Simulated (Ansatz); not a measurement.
# Two runs on V

System: V (Fm-3m, 1 atom in the cell).
Method of the first run: DFT, PBE, all-electron LAPW, scalar-relativistic, spin-polarised (Ansatz 0.2.0).

The structure derives from an entry of the Crystallography Open Database. Its volume is 1.08 times that of the source entry. Text and figures count atoms from 1; the logs count them from 0 in places.

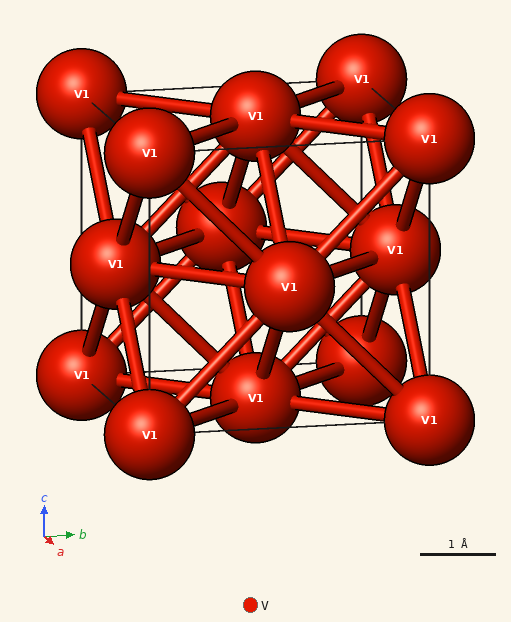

Fig. 1: The starting structure (ball-and-stick view of the cell 4 times as large as that of the calculation, set on its symmetry axes, seen slightly off an axis; atoms are numbered from 1 in the order of the input). Near neighbours in the crystal (not all of them lie inside the picture): V has 12 V at 2.75 Å.

Input file, the first run:
```yaml
crystal:
  lattice:
    - [0.0, 1.9442426514, 1.9442426514]
    - [1.9442426514, 0.0, 1.9442426514]
    - [1.9442426514, 1.9442426514, 0.0]
  atoms:
    - { symbol: V, position: [0.0, 0.0, 0.0], spin: 1.5 }
magnetization:
  spin_polarized: true
kpoints:
  mp_grid: { grid: [15, 15, 15] }
scf:
  occupations: { method: fermi_dirac, width: 0.05 }
hamiltonian:
  xc: pbe
  pseudopotentials: { kind: all_electron, lapw: { basis_error: 0.001 } }
output:
  forces: true
  stress: true
relax:
  f_tol: 0.005
  max_steps: 80
  cell: {}
```

Launched with:
```bash
ansatz run input.yaml --threads 1 --pin off --max-ram 3072MiB --backend cpu --events-out ev --progress --plain --runs-dir out
```

Hardware: 1 thread of an Arm (aarch64) CPU, shared host.

Output, shortened to warnings, some set-up lines, iterations and results (the first run):
```
WARN: the starting moments were not kept: the SCF closed with an absolute magnetisation of 7.8e-7 μB, where they sum to 1.5 μB in size (1 site). That is at most 0.1 of that sum. Measured as dr2_m measures the in/out step, that magnetisation stands 8.4e-14 eV from none, at or under the dr2_threshold of 1.0e-7 eV: it is no larger than a step whose dr2_m would equal this threshold. The system may …
Basis set: ecut = 247.88018719181534 eV, 137 PW (Γ), exchange–correlation at level 2
Symmetry: 48 space group operations
k-points: 120 of 3375
Initial density: superposition of atomic densities (chi_scale 0.1, normalization cell)
[...]
SCF iter   1: F=—  HF=-25831.529811 eV  |F-HF|=—  |Δ(HF+E_count)|=         —  Δρ=1.90e-2 (↑1.90e-2 ↓1.02e-2)  dr2=3.23e-2  dr2_m=1.78e-2  M=1.225 μB ∫|m|=1.225 μB  β_m=0.30  …
SCF iter   2: F=—  HF=-25832.006689 eV  |F-HF|=—  |Δ(HF+E_count)|=         —  Δρ=4.93e-2 (↑4.93e-2 ↓4.66e-2)  dr2=8.48e-3  dr2_m=3.06e-1  M=0.178 μB ∫|m|=0.178 μB  β_m=1.00  …
SCF iter   3: F=—  HF=-25831.810465 eV  |F-HF|=—  |Δ(HF+E_count)|=   1.96e-1  Δρ=3.53e-3 (↑3.53e-3 ↓2.92e-3)  dr2=1.70e-3  dr2_m=8.07e-4  M=0.108 μB ∫|m|=0.108 μB  β_m=0.30  …
SCF iter   4: F=—  HF=-25831.818503 eV  |F-HF|=—  |Δ(HF+E_count)|=         —  Δρ=3.08e-3 (↑3.08e-3 ↓2.51e-3)  dr2=7.14e-4  dr2_m=8.09e-4  M=0.087 μB ∫|m|=0.087 μB  β_m=0.65  …
SCF iter   5: F=—  HF=-25831.827319 eV  |F-HF|=—  |Δ(HF+E_count)|=   8.82e-3  Δρ=1.73e-3 (↑1.73e-3 ↓1.47e-3)  dr2=6.92e-5  dr2_m=3.20e-4  M=0.037 μB ∫|m|=0.037 μB  β_m=0.63  …
[... 27 lines ...]
SCF iter   1: F=—  HF=-25831.851270 eV  |F-HF|=—  |Δ(HF+E_count)|=         —  Δρ=1.64e-6 (↑1.64e-6 ↓1.64e-6)  dr2=9.68e-10  dr2_m=4.67e-19  M=-0.000 μB ∫|m|=0.000 μB  …
SCF iter   2: F=—  HF=-25831.851270 eV  |F-HF|=—  |Δ(HF+E_count)|=   1.01e-8  Δρ=3.71e-7 (↑3.71e-7 ↓3.71e-7)  dr2=4.45e-11  dr2_m=5.98e-20  M=-0.000 μB ∫|m|=0.000 μB  …
SCF iter   3: F=-25831.851270 eV  HF=-25831.851270 eV  |F-HF|=1.09e-11  |Δ(HF+E_count)|=   1.06e-9  Δρ=4.77e-7 (↑4.77e-7 ↓4.77e-7)  dr2=7.84e-11  dr2_m=3.38e-20  M=-0.000 μB …
SCF 5 converged in 3 iterations: F = -25831.851270 eV  dr2 = 7.84e-11
relax step   5: F+E_penalty+E_count = -25831.85127043 eV  Δ(F+E_penalty+E_count) = +1.656e-6 eV  max|allowed force component| = 0.000e0 eV/Å  Δτ_max = 0.0000 Å  P = -0.011 …
basis re-selected at this cell: Δ(F+E_penalty+E_count) = +1.656e-6 eV, ΔP = -0.000 GPa vs the last step (what re-selecting the basis moved, after the strain that the cell walked since its last selection, with what the two solves' SCF thresholds leave and, on support functions, any second-order …
SCF converged after 3 iterations
Magnetization: -0.0000 μB (6.5000 up, 6.5000 down)
Absolute magnetization: 0.0000 μB (∫|ρ↑−ρ↓|)
Spin contamination: 0.0000 ħ² per cell (⟨S²⟩ above its minimum at these occupations)
Per-site moments (μB) at R_I (Å): [(-8.718714639144309e-11, 1.3087850746623864)]
Free energy (F): -25831.851270 eV
Harris-Foulkes:  -25831.851270 eV  (|F-HF|=1.09e-11)
Internal energy: -25831.836906 eV  (E = F + TS)
E sigma→0 (E₀):  -25831.844088 eV
Entropy (-TS):   -0.014364 eV (-14.364 meV/atom)
Fermi energy:    16.756803 eV
--- Per-component energies (eV) ---
  E_band       = -145.556221
  E_kinetic    = 26106.530249
  E_xc         = -1236.072109
  E_electrostatic = -50702.295045  (all electrons and nuclei)
  E_smearing   = -0.014364  (= −TS)
  E_closure    = 0.000000  (closes the sum)
  E_atoms      = -25823.683572  (free atoms, spherical and without spin; not in F)
  Σ components = -25831.851270   (vs F -25831.851270, Δ=0.00e0)
  Basis errors (estimates in eV, not in F): energy 2.3e-4 per atom: plane waves 1.9e-4 (1.1e-4 summed), levels above the bands 1.5e-102, relativity 9.1e-9, radial functions 3.4e-5, core shells 8.7e-8; eigenvalues (radial functions only) 1.4e-6; not estimated: angular momenta, meshes, grids; target …
--- Forces (eV/Å), atoms counted from 1 ---
  atom   1  V     -0.00000000    -0.00000000     0.00000000
  max |Σ_I F_I| component: 2.30e-31 eV/Å
--- Stress (GPa, compression-positive) ---
       -0.011045       0.000000       0.000000
        0.000000      -0.011045       0.000000
        0.000000       0.000000      -0.011045
  P = ⅓ Tr σ = -0.0110 GPa (-0.110 kbar)
--- Relaxed structure (4 steps of the walk, 4 accepted, 1 SCFs on fresh bases) ---
  F+E_penalty+E_count = -25831.85127043 eV   max|allowed force component| = 0.000e0 eV/Å   (the final SCF, on the basis selected at the relaxed cell)
  cell:  # Å, volume = 13.8952 Å³
    - [-3.503063953215329e-35, 1.9081460107212536, 1.9081460107212536]
    - [1.9081460107212536, 1.0190739746390788e-34, 1.9081460107212536]
[...]
```

The input of the second run differs as follows (lines with − go, lines with + come):
```diff
+  mixing: { preconditioner: local_kerker }
```

Predict how the results change.

Both reach the same energy, so the change doesn't alter the result. The SCF takes 29 iterations over all geometry steps against 27.

Output, shortened to warnings, some set-up lines, iterations and results (the second run):
```
WARN: the starting moments were not kept: the SCF closed with an absolute magnetisation of 1.5e-8 μB, where they sum to 1.5 μB in size (1 site). That is at most 0.1 of that sum. Measured as dr2_m measures the in/out step, that magnetisation stands 4.1e-17 eV from none, at or under the dr2_threshold of 1.0e-7 eV: it is no larger than a step whose dr2_m would equal this threshold. The system may …
Basis set: ecut = 247.88018719181534 eV, 137 PW (Γ), exchange–correlation at level 2
Symmetry: 48 space group operations
k-points: 120 of 3375
Initial density: superposition of atomic densities (chi_scale 0.1, normalization cell)
[...]
SCF iter   1: F=—  HF=-25831.529811 eV  |F-HF|=—  |Δ(HF+E_count)|=         —  Δρ=1.90e-2 (↑1.90e-2 ↓1.02e-2)  dr2=3.23e-2  dr2_m=1.78e-2  M=1.225 μB ∫|m|=1.225 μB  β_m=0.30  …
SCF iter   2: F=—  HF=-25832.003336 eV  |F-HF|=—  |Δ(HF+E_count)|=         —  Δρ=4.96e-2 (↑4.96e-2 ↓4.64e-2)  dr2=1.09e-2  dr2_m=3.07e-1  M=0.177 μB ∫|m|=0.178 μB  β_m=1.00  …
SCF iter   3: F=—  HF=-25831.809720 eV  |F-HF|=—  |Δ(HF+E_count)|=   1.94e-1  Δρ=4.19e-3 (↑4.19e-3 ↓3.66e-3)  dr2=4.03e-3  dr2_m=8.04e-4  M=0.108 μB ∫|m|=0.108 μB  β_m=0.30  …
SCF iter   4: F=—  HF=-25831.817972 eV  |F-HF|=—  |Δ(HF+E_count)|=         —  Δρ=3.66e-3 (↑3.66e-3 ↓3.05e-3)  dr2=2.42e-3  dr2_m=8.07e-4  M=0.087 μB ∫|m|=0.087 μB  β_m=0.65  …
SCF iter   5: F=—  HF=-25831.827483 eV  |F-HF|=—  |Δ(HF+E_count)|=   9.51e-3  Δρ=1.89e-3 (↑1.89e-3 ↓1.50e-3)  dr2=4.23e-4  dr2_m=2.85e-4  M=0.034 μB ∫|m|=0.034 μB  β_m=0.64  …
[... 29 lines ...]
SCF iter   1: F=—  HF=-25831.851270 eV  |F-HF|=—  |Δ(HF+E_count)|=         —  Δρ=1.70e-6 (↑1.70e-6 ↓1.70e-6)  dr2=1.07e-9  dr2_m=5.67e-19  M=0.000 μB ∫|m|=0.000 μB  β_m=0.65  …
SCF iter   2: F=—  HF=-25831.851270 eV  |F-HF|=—  |Δ(HF+E_count)|=   9.48e-9  Δρ=6.34e-7 (↑6.34e-7 ↓6.34e-7)  dr2=1.76e-10  dr2_m=1.33e-19  M=0.000 μB ∫|m|=0.000 μB  β_m=0.49 …
SCF iter   3: F=-25831.851270 eV  HF=-25831.851270 eV  |F-HF|=3.64e-11  |Δ(HF+E_count)|=   1.06e-9  Δρ=7.02e-7 (↑7.02e-7 ↓7.02e-7)  dr2=2.12e-10  dr2_m=2.73e-20  M=0.000 μB …
SCF 5 converged in 3 iterations: F = -25831.851270 eV  dr2 = 2.12e-10
relax step   5: F+E_penalty+E_count = -25831.85127043 eV  Δ(F+E_penalty+E_count) = +1.656e-6 eV  max|allowed force component| = 0.000e0 eV/Å  Δτ_max = 0.0000 Å  P = -0.011 …
basis re-selected at this cell: Δ(F+E_penalty+E_count) = +1.656e-6 eV, ΔP = -0.000 GPa vs the last step (what re-selecting the basis moved, after the strain that the cell walked since its last selection, with what the two solves' SCF thresholds leave and, on support functions, any second-order …
SCF converged after 3 iterations
Magnetization: 0.0000 μB (6.5000 up, 6.5000 down)
Absolute magnetization: 0.0000 μB (∫|ρ↑−ρ↓|)
Spin contamination: 0.0000 ħ² per cell (⟨S²⟩ above its minimum at these occupations)
Per-site moments (μB) at R_I (Å): [(1.972484398038432e-10, 1.3087849716191438)]
Free energy (F): -25831.851270 eV
Harris-Foulkes:  -25831.851270 eV  (|F-HF|=3.64e-11)
Internal energy: -25831.836906 eV  (E = F + TS)
E sigma→0 (E₀):  -25831.844088 eV
Entropy (-TS):   -0.014364 eV (-14.364 meV/atom)
Fermi energy:    16.756809 eV
--- Per-component energies (eV) ---
  E_band       = -145.556128
  E_kinetic    = 26106.530194
  E_xc         = -1236.072102
  E_electrostatic = -50702.294998  (all electrons and nuclei)
  E_smearing   = -0.014364  (= −TS)
  E_closure    = 0.000000  (closes the sum)
  E_atoms      = -25823.683572  (free atoms, spherical and without spin; not in F)
  Σ components = -25831.851270   (vs F -25831.851270, Δ=0.00e0)
  Basis errors (estimates in eV, not in F): energy 2.3e-4 per atom: plane waves 1.9e-4 (1.1e-4 summed), levels above the bands 1.5e-102, relativity 9.1e-9, radial functions 3.4e-5, core shells 8.7e-8; eigenvalues (radial functions only) 1.4e-6; not estimated: angular momenta, meshes, grids; target …
--- Forces (eV/Å), atoms counted from 1 ---
  atom   1  V     -0.00000000     0.00000000     0.00000000
  max |Σ_I F_I| component: 1.31e-31 eV/Å
--- Stress (GPa, compression-positive) ---
       -0.010997       0.000000      -0.000000
        0.000000      -0.010997       0.000000
       -0.000000       0.000000      -0.010997
  P = ⅓ Tr σ = -0.0110 GPa (-0.110 kbar)
--- Relaxed structure (4 steps of the walk, 4 accepted, 1 SCFs on fresh bases) ---
  F+E_penalty+E_count = -25831.85127043 eV   max|allowed force component| = 0.000e0 eV/Å   (the final SCF, on the basis selected at the relaxed cell)
  cell:  # Å, volume = 13.8952 Å³
    - [4.315143190358453e-34, 1.9081458604891366, 1.9081458604891366]
    - [1.9081458604891366, -1.8629953995274498e-34, 1.9081458604891366]
[...]
```

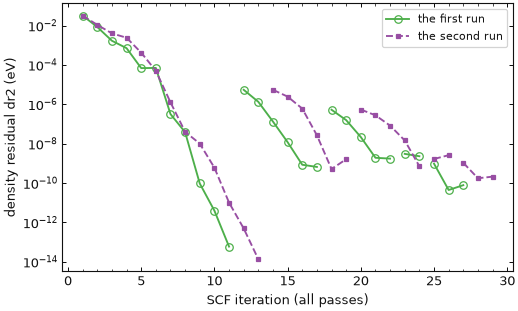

Fig. 2: Convergence of the two runs: density residual dr2 against the SCF iteration. A break in a curve parts two SCF passes. The first run takes 27 iterations in all, and the second run takes 29.

The two runs side by side:

```csv
quantity,the first run,the second run
outcome,converged,converged
free energy per atom (eV),−25831.8513,−25831.8513
"energy per atom, smearing taken to zero (eV)",−25831.8441,−25831.8441
net moment of the cell (μB),0.00,0.00
absolute moment of the cell (μB),0.00,0.00
pressure (GPa),−0.01,−0.01
largest force (eV/Å),0.000,0.000
SCF iterations,27,29
irreducible k-points,120,120
wall time (shared host),35 s,35 s
```

For both runs: Warnings: some starting moments were not kept.
